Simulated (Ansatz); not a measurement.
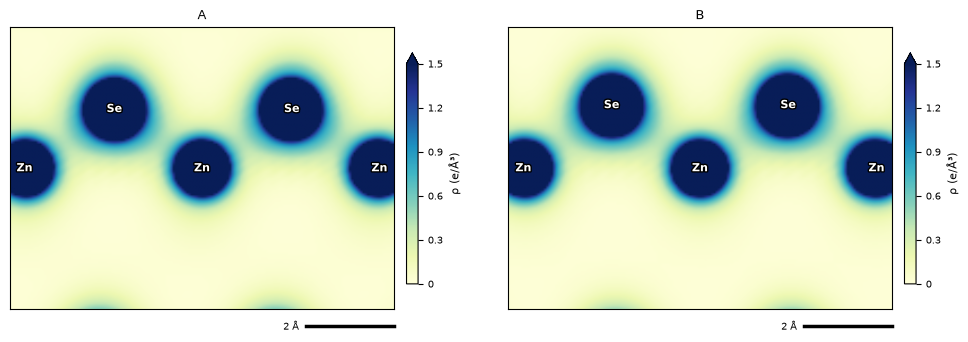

ZnSe. The valence charge density (pseudo) of two cells that differ in size and shape, on the (011̄) plane of each (indices in the axes of the calculation cell), at one length scale and on one colour scale; one has 21.5 and the other 23.1 Å³ an atom.

These are results of DFT, PBE, plane waves, PAW in Ansatz, not measurements.

In a PAW calculation such maps are meaningful between the atoms, not at the nuclei.

The larger cell:

```yaml
crystal:
  lattice:
    - [-0.02936, 2.83139, 2.83139]
    - [2.83139, -0.02936, 2.83139]
    - [2.83139, 2.83139, -0.02936]
  atoms:
    - { symbol: Zn, position: [0.99916, 0.99916, 0.99916] }
    - { symbol: Se, position: [0.25084, 0.25084, 0.25084] }
```

The smaller cell: a = 4.025 Å, b = 4.025 Å, c = 4.025 Å, α = 57.08°, β = 57.08°, γ = 57.08°.

> Which panel shows the smaller cell, and what does the compression change?

Panel A is the smaller cell, by 7 % in volume. From the larger cell to the smaller, Zn–Se goes from 2.47 to 2.40 Å, and the density at its midpoint from 0.45 to 0.5 e/Å³; the pressure goes from 1.3 to 6 GPa; the Kohn–Sham gap goes from 1.2 eV to 1.3 eV.
